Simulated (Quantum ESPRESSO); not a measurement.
## KF (Carobbiite): modes at Γ and the response to a field

Which modes does KF (Carobbiite) have at the zone centre?

Method: DFT LDA, scalar-relativistic, plane waves, GBRV ultrasoft pseudopotentials, in Quantum ESPRESSO 7.5.

## (1) Starting point

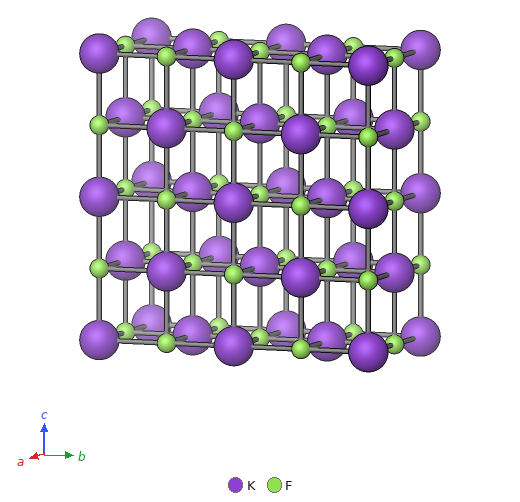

The cell as given, slightly off an axis (potassium purple, fluorine green). 1×2×2 cells are drawn. This picture shows the conventional cell, with its axes. Some periodic images of atoms are drawn too.

## (2) A probe with smearing

Before anything dear is run, a loose run with smearing shows whether this is a metal and how far the cell is from rest.

The input, probe.in:

```
&CONTROL
  calculation = 'scf'
  prefix      = 'x'
  outdir      = './tmp'
  pseudo_dir  = './pseudo'
  tprnfor     = .true.
  tstress     = .true.
  verbosity   = 'high'
/
&SYSTEM
  ibrav       = 2
  celldm(1)   = 10.09812949
  nat         = 2
  ntyp        = 2
  ecutwfc     = 55.0
  ecutrho     = 440.0
  occupations = 'smearing'
  smearing    = 'gaussian'
  degauss     = 0.01
/
&ELECTRONS
  conv_thr         = 1.0d-07
  mixing_beta      = 0.7
  electron_maxstep = 100
/
ATOMIC_SPECIES
 K      39.0983  K.upf
 F      18.9984  F.upf
ATOMIC_POSITIONS crystal
 K      0.000000000   0.000000000   0.000000000
 F      0.500000000   0.500000000   0.500000000
K_POINTS automatic
 6 6 6 0 0 0
```

On the command line:

```
OMP_NUM_THREADS=1 mpirun -n 4 pw.x -nk 4 -in probe.in > probe.out
```

The log of the run:

```text
[banners, grids, parts of the stress and lines that vanish by symmetry left out]
Program PWSCF v.7.5
     bravais-lattice index     =            2
     lattice parameter (alat)  =      10.0981  a.u.
[...]
kinetic-energy cutoff     =      55.0000  Ry
     charge density cutoff     =     440.0000  Ry
     scf convergence threshold =      1.0E-07
[...]
Exchange-correlation=  SLA  PZ   NOGX NOGC
                           (   1   1   0   0   0   0   0)
[...]
48 Sym. Ops., with inversion, found
[...]
(     0          1          0      )
                  (     0          0          1      )
[...]
(  0.0000000  1.0000000  0.0000000 )
                  (  0.0000000  0.0000000  1.0000000 )
[...]
(     1          0         -1      )
                  (     0          0         -1      )
[...]
(  0.0000000 -1.0000000  0.0000000 )
[...]
(     0          1         -1      )
                  (     0          1          0      )
[...]
( -1.0000000  0.0000000  0.0000000 )
                  (  0.0000000  1.0000000  0.0000000 )
[...]
number of k points=    16  Gaussian smearing, width (Ry)=  0.0100
[...]
End of self-consistent calculation
[...]
the Fermi energy is     5.4545 ev
!    total energy              =    -105.76735375 Ry
[...]
convergence has been achieved in   7 iterations
[...]
atom    1 type  1   force =     0.00000000    0.00000000    0.00000000
     atom    2 type  2   force =     0.00000000    0.00000000    0.00000000
[...]
Total force =     0.000000     Total SCF correction =     0.000000
[...]
total   stress  (Ry/bohr**3)                   (kbar)     P=      -34.64
[...]
XML data file, charge density, pseudopotentials, collected wavefunctions

   JOB DONE.
```

Wall time 3 s (4 MPI ranks of Intel Xeon 6975P-C (Granite Rapids), shared host); 11 s of CPU time.

This step gave:

```yaml
volume_per_atom: 19.07 Å³
pressure: -3.464 GPa
gap_on_the_k_mesh: 5.793 eV
```

A gap of 5.8 eV opens on this mesh, so the crystal is taken as an insulator; the start stands at -3.5 GPa.

## (3) Relaxation

The relaxation runs at a cutoff a fifth above that of the response, since stress converges more slowly with the basis than frequencies do. Forces and stress are brought to rest with tight thresholds.

The input, relax.in:

```
&CONTROL
  calculation   = 'vc-relax'
  prefix        = 'x'
  outdir        = './tmp'
  pseudo_dir    = './pseudo'
  tprnfor       = .true.
  tstress       = .true.
  forc_conv_thr = 2.0d-05
  etot_conv_thr = 1.0d-07
  nstep         = 40
/
&SYSTEM
  ibrav       = 2
  celldm(1)   = 10.09812949
  nat         = 2
  ntyp        = 2
  ecutwfc     = 66
  ecutrho     = 528.0
  occupations = 'fixed'
  nbnd        = 10
/
&ELECTRONS
  conv_thr         = 1.0d-11
  mixing_beta      = 0.7
  electron_maxstep = 100
/
&IONS
/
&CELL
  press_conv_thr = 0.2
/
ATOMIC_SPECIES
 K      39.0983  K.upf
 F      18.9984  F.upf
ATOMIC_POSITIONS crystal
 K      0.000000000   0.000000000   0.000000000
 F      0.500000000   0.500000000   0.500000000
K_POINTS automatic
 8 8 8 0 0 0
```

On the command line:

```
OMP_NUM_THREADS=1 mpirun -n 4 pw.x -nk 4 -in relax.in > relax.out
```

The log of the run:

```text
[banners, grids, parts of the stress and lines that vanish by symmetry left out]
[banner, memory and clock lines left out]
Program PWSCF v.7.5

[...]
kinetic-energy cutoff     =      66.0000  Ry
     charge density cutoff     =     528.0000  Ry
     scf convergence threshold =      1.0E-11
[...]
energy convergence thresh.=      1.0E-07
     force convergence thresh. =      2.0E-05
     press convergence thresh. =      2.0E-01
     Exchange-correlation=  SLA  PZ   NOGX NOGC
                           (   1   1   0   0   0   0   0)
[...]
48 Sym. Ops., with inversion, found
[...]
number of k points=    29
[...]
End of self-consistent calculation
[...]
highest occupied, lowest unoccupied level (ev):     1.0561    6.8496
!    total energy              =    -105.76784470 Ry
[...]
convergence has been achieved in  15 iterations
[...]
atom    1 type  1   force =    -0.00000000   -0.00000000   -0.00000000
     atom    2 type  2   force =     0.00000000    0.00000000    0.00000000
     Total force =     0.000000     Total SCF correction =     0.000000
[...]
total   stress  (Ry/bohr**3)                   (kbar)     P=      -36.41
[...]
number of bfgs steps    =   0
[...]
CELL_PARAMETERS (alat= 10.09812949)
[...]
ATOMIC_POSITIONS (crystal)
K                0.0000000000       -0.0000000000        0.0000000000
F                0.5000000000        0.5000000000        0.5000000000
[...]
New effective cutoffs (rho, wfc):  534.27   66.80
[...]
End of self-consistent calculation
[...]
highest occupied, lowest unoccupied level (ev):     1.1873    7.0755
!    total energy              =    -105.76893528 Ry
[...]
convergence has been achieved in   8 iterations
[...]
atom    1 type  1   force =     0.00000000    0.00000000    0.00000000
     atom    2 type  2   force =    -0.00000000   -0.00000000   -0.00000000
     Total force =     0.000000     Total SCF correction =     0.000000
[...]
total   stress  (Ry/bohr**3)                   (kbar)     P=      -31.47
[...]
number of bfgs steps    =   1
[...]
WARNING: bfgs curvature condition failed, Theta= 0.937
[...]
CELL_PARAMETERS (alat= 10.09812949)
[...]
ATOMIC_POSITIONS (crystal)
K                0.0000000000        0.0000000000       -0.0000000000
F                0.5000000000        0.5000000000        0.5000000000
[...]
New effective cutoffs (rho, wfc):  544.40   68.07
[...]
End of self-consistent calculation
[...]
highest occupied, lowest unoccupied level (ev):     1.3921    7.4281
!    total energy              =    -105.77023034 Ry
[...]
convergence has been achieved in  13 iterations
[...]
atom    1 type  1   force =    -0.00000000   -0.00000000    0.00000000
     atom    2 type  2   force =     0.00000000   -0.00000000    0.00000000
     Total force =     0.000000     Total SCF correction =     0.000000
[...]
total   stress  (Ry/bohr**3)                   (kbar)     P=      -22.94
[...]
number of bfgs steps    =   2
[...]
CELL_PARAMETERS (alat= 10.09812949)
[...]
ATOMIC_POSITIONS (crystal)
[...]
New effective cutoffs (rho, wfc):  560.12   70.03
[...]
End of self-consistent calculation
[...]
CELL_PARAMETERS (alat= 10.09812949)
[...]
ATOMIC_POSITIONS (crystal)
[...]
New effective cutoffs (rho, wfc):  567.26   70.93
[...]
End of self-consistent calculation
[...]
highest occupied, lowest unoccupied level (ev):     1.8702    8.2496
!    total energy              =    -105.77138329 Ry
[...]
convergence has been achieved in  10 iterations
[...]
atom    1 type  1   force =     0.00000000    0.00000000    0.00000000
     atom    2 type  2   force =     0.00000000    0.00000000    0.00000000
     Total force =     0.000000     Total SCF correction =     0.000000
[...]
total   stress  (Ry/bohr**3)                   (kbar)     P=        0.98
[...]
number of bfgs steps    =   4
[...]
CELL_PARAMETERS (alat= 10.09812949)
[...]
ATOMIC_POSITIONS (crystal)
[...]
New effective cutoffs (rho, wfc):  566.41   70.82
[...]
End of self-consistent calculation
[...]
highest occupied, lowest unoccupied level (ev):     1.8520    8.2183
!    total energy              =    -105.77138496 Ry
[...]
convergence has been achieved in   8 iterations
[...]
atom    1 type  1   force =    -0.00000000    0.00000000    0.00000000
     atom    2 type  2   force =     0.00000000    0.00000000    0.00000000
     Total force =     0.000000     Total SCF correction =     0.000000
[...]
total   stress  (Ry/bohr**3)                   (kbar)     P=       -0.03
[...]
number of bfgs steps    =   5
[...]
small trust_radius: resetting bfgs history
[...]
CELL_PARAMETERS (alat= 10.09812949)
[...]
ATOMIC_POSITIONS (crystal)
[...]
New effective cutoffs (rho, wfc):  566.41   70.82
[...]
End of self-consistent calculation
[...]
highest occupied, lowest unoccupied level (ev):     1.8522    8.2186
!    total energy              =    -105.77138497 Ry
[...]
convergence has been achieved in   4 iterations
[...]
atom    1 type  1   force =     0.00000000   -0.00000000    0.00000000
     atom    2 type  2   force =     0.00000000   -0.00000000   -0.00000000
     Total force =     0.000000     Total SCF correction =     0.000000
[...]
total   stress  (Ry/bohr**3)                   (kbar)     P=       -0.03
[...]
bfgs converged in   7 scf cycles and   6 bfgs steps
[...]
End of BFGS Geometry Optimization
     Final enthalpy           =    -105.7713849657 Ry
     File ./tmp/x.bfgs deleted, as requested
[...]
CELL_PARAMETERS (alat= 10.09812949)
[...]
ATOMIC_POSITIONS (crystal)
K                0.0000000000        0.0000000000       -0.0000000000
F                0.5000000000        0.5000000000        0.5000000000
[...]
Final scf calculation at the relaxed structure.
[...]
kinetic-energy cutoff     =      66.0000  Ry
     charge density cutoff     =     528.0000  Ry
     scf convergence threshold =      1.0E-13
[...]
press convergence thresh. =      2.0E-01
     Exchange-correlation=  SLA  PZ   NOGX NOGC
                           (   1   1   0   0   0   0   0)
[...]
48 Sym. Ops., with inversion, found
[...]
number of k points=    29
[...]
c_bands:  1 eigenvalues not converged
     c_bands:  1 eigenvalues not converged
     c_bands:  1 eigenvalues not converged
     c_bands:  1 eigenvalues not converged
     c_bands:  1 eigenvalues not converged
     c_bands:  1 eigenvalues not converged
[...]
End of self-consistent calculation
[...]
highest occupied, lowest unoccupied level (ev):     1.8523    8.2185
!    total energy              =    -105.77117025 Ry
[...]
convergence has been achieved in  30 iterations
[...]
atom    1 type  1   force =    -0.00000000    0.00000000   -0.00000000
     atom    2 type  2   force =     0.00000000   -0.00000000    0.00000000
     Total force =     0.000000     Total SCF correction =     0.000000
[...]
total   stress  (Ry/bohr**3)                   (kbar)     P=       -0.35
[...]
XML data file, charge density, pseudopotentials, collected wavefunctions
```

It took 32 s on 4 MPI ranks.

The steps of the relaxation:

```
step  energy less that of the first step (eV)  largest force (eV/Å)  pressure (GPa)  volume (Å³)
   1                                   0.0000                0.0000           -3.64        38.15
   2                                  -0.0148                0.0000           -3.15        37.44
   3                                  -0.0325                0.0000           -2.29        36.40
   4                                  -0.0470                0.0000           -0.72        34.88
   5                                  -0.0481                0.0000            0.10        34.23
   6                                  -0.0482                0.0000            0.00        34.30
   7                                  -0.0482                0.0000            0.00        34.30
   8                                  -0.0452                0.0000           -0.03        34.30
```

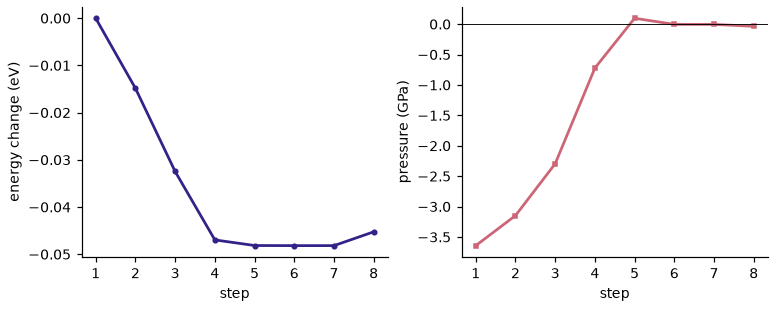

Energy and pressure along the relaxation.

```csv
"conventional cell, symmetrised",before,after,change
a (Å),5.344,5.158,-3.5 %
b (Å),5.344,5.158,-3.5 %
c (Å),5.344,5.158,-3.5 %
volume (Å³/atom),19.07,17.15,-10.1 %
```

The relaxed structure:

```
CELL_PARAMETERS angstrom
-2.57889 0.00000 2.57889
0.00000 2.57889 2.57889
-2.57889 2.57889 0.00000
ATOMIC_POSITIONS crystal
K 0.00000 0.00000 0.00000
F 0.50000 0.50000 0.50000
```

The last row of the table of steps is pw.x's closing run on a basis chosen anew for the final cell, so its energy can jump.

Read from the output:

```
volume per atom   : 17.15 Å³
pressure          : -0.03500 GPa
gap on the k-mesh : 6.366 eV
```

The volume changes by -10.1 % from the cell with which this run began.

## (4) Self-consistent run for the response

Perturbation theory inherits every error of the wavefunctions, so the threshold is set near the limit of the arithmetic. With a gap, occupations are fixed, which also allows the response to an electric field.

The input, scf.in:

```
&CONTROL
  calculation = 'scf'
  prefix      = 'x'
  outdir      = './tmp'
  pseudo_dir  = './pseudo'
  tprnfor     = .true.
  tstress     = .true.
/
&SYSTEM
  ibrav       = 2
  celldm(1)   = 9.74679214
  nat         = 2
  ntyp        = 2
  ecutwfc     = 55.0
  ecutrho     = 440.0
  occupations = 'fixed'
  nbnd        = 10
/
&ELECTRONS
  conv_thr         = 1.0d-12
  mixing_beta      = 0.7
  electron_maxstep = 100
/
ATOMIC_SPECIES
 K      39.0983  K.upf
 F      18.9984  F.upf
ATOMIC_POSITIONS crystal
 K      0.000000000   0.000000000   0.000000000
 F      0.500000000   0.500000000   0.500000000
K_POINTS automatic
 8 8 8 0 0 0
```

On the command line:

```
OMP_NUM_THREADS=1 mpirun -n 4 pw.x -nk 4 -in scf.in > scf.out
```

The log of the run:

```text
[banners, grids, parts of the stress and lines that vanish by symmetry left out]
[banner, memory and clock lines left out]
Program PWSCF v.7.5

[...]
kinetic-energy cutoff     =      55.0000  Ry
     charge density cutoff     =     440.0000  Ry
     scf convergence threshold =      1.0E-12
[...]
Exchange-correlation=  SLA  PZ   NOGX NOGC
                           (   1   1   0   0   0   0   0)
[...]
48 Sym. Ops., with inversion, found
[...]
number of k points=    29
[...]
End of self-consistent calculation
[...]
highest occupied, lowest unoccupied level (ev):     1.8524    8.2185
!    total energy              =    -105.77067826 Ry
[...]
convergence has been achieved in  12 iterations
[...]
atom    1 type  1   force =     0.00000000    0.00000000   -0.00000000
     atom    2 type  2   force =     0.00000000    0.00000000   -0.00000000
     Total force =     0.000000     Total SCF correction =     0.000000
[...]
total   stress  (Ry/bohr**3)                   (kbar)     P=        0.60
[...]
XML data file, charge density, pseudopotentials, collected wavefunctions
```

Wall time 3.8 s (4 MPI ranks).

Read from the output:

* pressure: 0.06 GPa

The cell stands at 0.06 GPa, close enough for phonons.

[end of part 1 of 4]

[Host names and launcher messages were left out of these logs when they were recorded.]

[Logs are printed without paths, hosts, clocks, repeated set-up lines and the standing remarks that a program may print on its own settings, such as how far it seeks lower states.]

[Hosts, paths, dates, database ids (printed as entryN), source tags and the programs' standing remarks are cut or masked in the printed files.]
